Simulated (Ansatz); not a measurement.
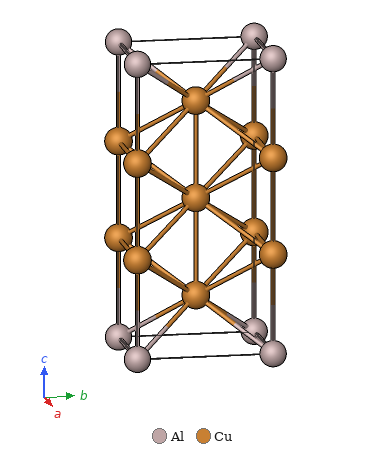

Ball-and-stick drawing of the structure, looking slightly off an axis. Lines trace the edges of the conventional unit cell. Cell: a = 2.66 Å, b = 3.58 Å, c = 7.84 Å, α = 90.00°, β = 90.00°, γ = 90.00°.

The structure was taken from a structure type filled with these elements by a generator (whether the compound takes this form wasn't checked). Earlier steps of the study, as a rule a relaxation of our own, may have changed the cell and positions, so they can lie some per cent off the listed ones. It was run through Ansatz as a DFT input.

Q: Caption:

A: Formula: AlCu5. Space group Pmmm (No. 47), lattice primitive orthorhombic. Content of the cell: 1 Al, 5 Cu (Z = 1). Al is linked to ten Cu and two Al in a cuboctahedral arrangement (about 2.6 Å to Cu, 2.7 Å to Al). Cu takes three kinds of site: 2t with eight Cu and four Al in a cuboctahedral arrangement (about 2.6 to 2.7 Å to Cu, 2.6 Å to Al); 2q with eleven Cu and one Al in a cuboctahedral arrangement (about 2.6 to 2.7 Å to Cu, 2.6 Å to Al); 1h with twelve Cu in a cuboctahedral arrangement at about 2.6 to 2.7 Å. The bonds build a three-dimensional framework.

Setup: Ansatz 0.2.0, DFT LDA, scalar-relativistic, plane waves, PAW; a kinetic-energy cutoff of 420 eV, k-grid 14×12×6, Gaussian smearing of 0.1 eV, no spin polarisation.

Q: Metal or not?

A: A metal: bands cross the Fermi level.

Q: What are the atomic charges by Bader's partition?

A: Al +1.18 e; Cu -0.48 to -0.01 e.

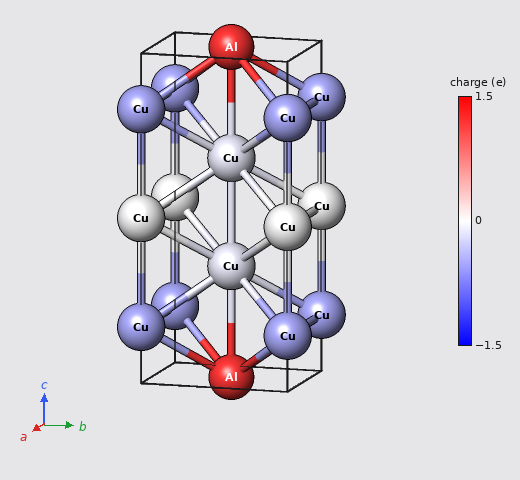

The atoms coloured by those charges. The run's cell of 6 atoms is drawn, so axes and origin can differ from the first picture.

Q: Does the calculation find this structure at rest?

A: No. The largest force is 0.13 eV/Å, on Cu. The pressure is -12.0 GPa, so the cell would contract.
